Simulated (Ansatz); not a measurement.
System: Ta12AsH3 (slab).

Input

```
crystal:
  lattice:
    - [5.6896945745, 0.0, 0.0]
    - [-1.8965648582, 5.3642954887, 0.0]
    - [0.0, 0.0, 24.8364161666]
  atoms:
    - { symbol: Ta, position: [0.25, 0.25, 0.3221076643] }
    - { symbol: Ta, position: [0.25, 0.75, 0.3221076643] }
    - { symbol: Ta, position: [0.75, 0.25, 0.3221076643] }
    - { symbol: Ta, position: [0.75, 0.75, 0.3221076643] }
    - { symbol: Ta, position: [0.5, 0.5, 0.4137760526] }
    - { symbol: Ta, position: [0.5, 0.0, 0.4137760526] }
    - { symbol: Ta, position: [0.0, 0.5, 0.4137760526] }
    - { symbol: Ta, position: [0.0, 0.0, 0.4137760526] }
    - { symbol: Ta, position: [0.75, 0.75, 0.5052656654] }
    - { symbol: Ta, position: [0.75, 0.25, 0.5052656654] }
    - { symbol: Ta, position: [0.25, 0.75, 0.5052656654] }
    - { symbol: Ta, position: [0.25, 0.25, 0.5052656654] }
    - { symbol: As, position: [1.1467999334, 0.4569273414, 0.6544619092] }
    - { symbol: H, position: [1.0175302666, 0.5957251214, 0.692522956] }
    - { symbol: H, position: [1.0, 0.5, 0.6043137722] }
    - { symbol: H, position: [0.9447932513, 0.1985642484, 0.6665489993] }
basis:
  ecutwfc: 420
kpoints:
  mp_grid: { grid: [4, 4, 1] }
hamiltonian:
  xc: pbe
  dispersion: d3bj
scf:
  occupations: { method: gaussian, width: 0.1 }
output:
  forces: true
  eigenvalues: true
  write_density: true
  write_potential: true
  elf: true
  volumetric_format: npy
relax:
  adjacent_minimum: "off"
  f_tol: 0.04
  max_steps: 100
  constraints: [{ sites: [0, 1, 2, 3] }]
efield:
  axis: 3
  dipole_correction: true
  ramp_width: 0.04
```

Launched as:

```sh
ansatz run input.yaml --threads 4 --pin off --max-ram 10240MiB --backend cpu --events-out ev --progress --plain --runs-dir out
```

The fields are those of the run's last geometry, not of the input's.

Theory: DFT PBE+D3(BJ), scalar-relativistic, plane waves, PAW (Ansatz).

What will maps of the valence pseudo-density and electron localisation function show?

Ta–Ta (2.76 Å): the density is about 0.36 e/Å³ at the midpoint; the ELF is about 0.30 at the midpoint.
Ta–Ta (2.84 Å): the density is about 0.33 e/Å³ at the midpoint; the ELF is about 0.35 at the midpoint.

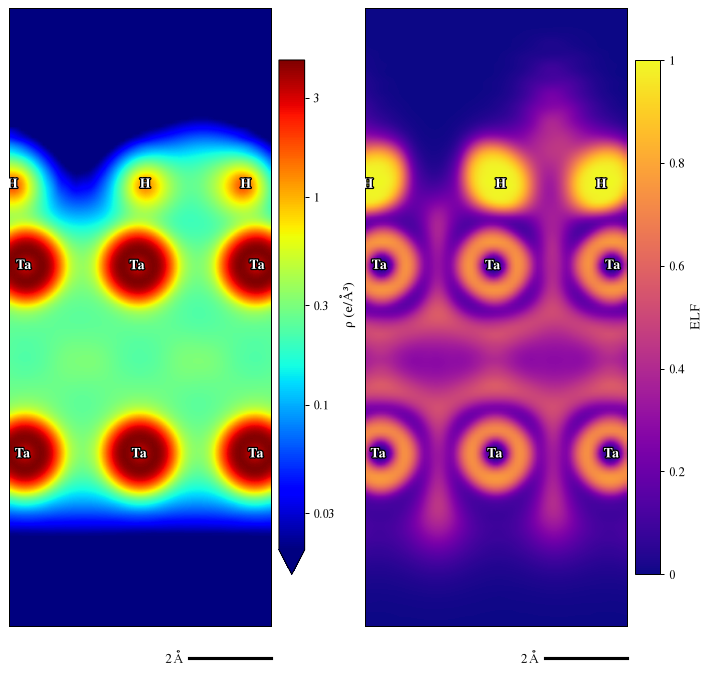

Computed valence pseudo-density and electron localisation function on the (100) plane of the calculation cell, a cut from vacuum to vacuum, in this order. 

In a PAW calculation such maps are meaningful between the atoms, not at the nuclei.
